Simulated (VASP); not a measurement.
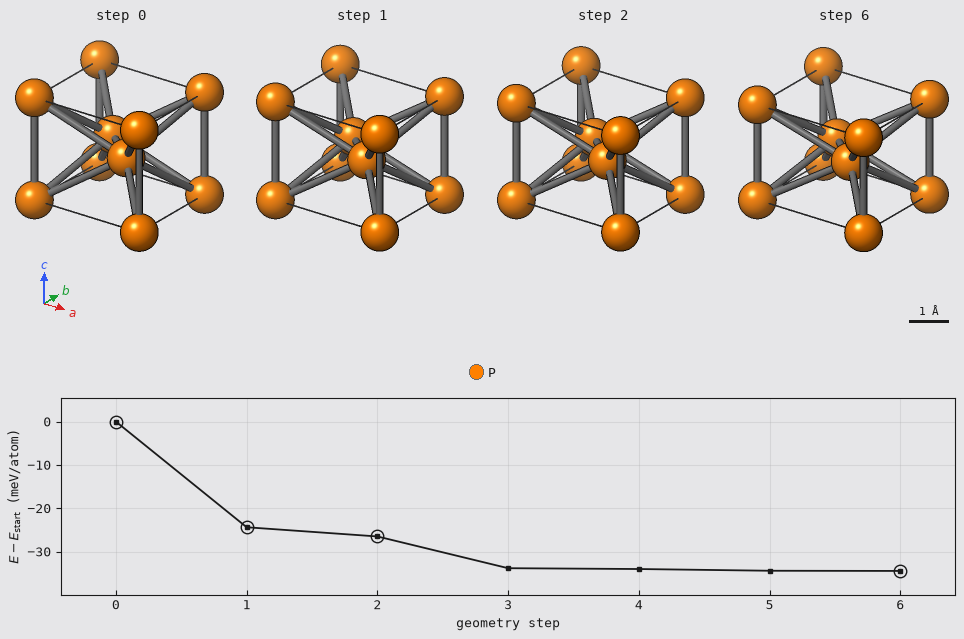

Frames of a relaxation of solid P (a generated structure, set up in P6/mmm), marked on the history of the run. Style: ball-and-stick. Shown: the cell of the calculation, slightly off an axis.

The run lets cell and atoms move.

Method: Kohn-Sham DFT of a periodic cell, RPBE, VASP PAW PBE potentials, recommended (VASP 6.6.1).

The input:
```
  PREC = Accurate
  ENCUT = 600
  EDIFF = 1E-6
  ISMEAR = -1
  SIGMA = 0.1
  LREAL = False
  LASPH = True
  NELM = 100
  ALGO = Normal
  ISIF = 3
  LWAVE = False
  LCHARG = False
  GGA = RP
  IBRION = 2
  NSW = 80
  EDIFFG = -0.01
```

Run as
```bash
cat potpaw_PBE.64/P/POTCAR > POTCAR
mpirun -np 1 vasp_std > vasp.out
```

Describe the path.

Answer. After 6 geometry steps the energy has fallen by 34.5 meV per atom. All forces vanish by symmetry, so only the cell relaxes. The pressure goes from −3.81 to 0.03 GPa. The atoms keep their places relative to the cell (all moves are under 0.005 Å). The drawn cell changes as follows: a = b 4.414 → 4.467 Å (+1.2 %), c 2.706 → 2.519 Å (−6.9 %); the volume changes by −4.7 %. Near-neighbour distances that change, for instance: P–P 2.706 → 2.519 Å, P–P 2.549 → 2.579 Å, P–P 2.886 → 2.870 Å. The space group stays P6/mmm (No. 191). From step 0 to 1: volume −5.2 %, energy −24.4 meV per atom. From step 1 to 2: volume −1.7 %, energy −2.1 meV per atom. From step 2 to 6: volume +2.3 %, energy −8.0 meV per atom.

| step | E − E(0), meV/atom | pressure, GPa | volume, Å³/atom |
| --- | --- | --- | --- |
| 0 | 0.00 | -3.81 | 15.223 |
| 1 | -24.37 | 0.34 | 14.433 |
| 2 | -26.50 | 1.96 | 14.182 |
| 3 | -33.83 | 1.06 | 14.345 |
| 4 | -34.02 | 0.94 | 14.372 |
| 5 | -34.42 | -0.25 | 14.559 |
| 6 | -34.46 | 0.03 | 14.513 |
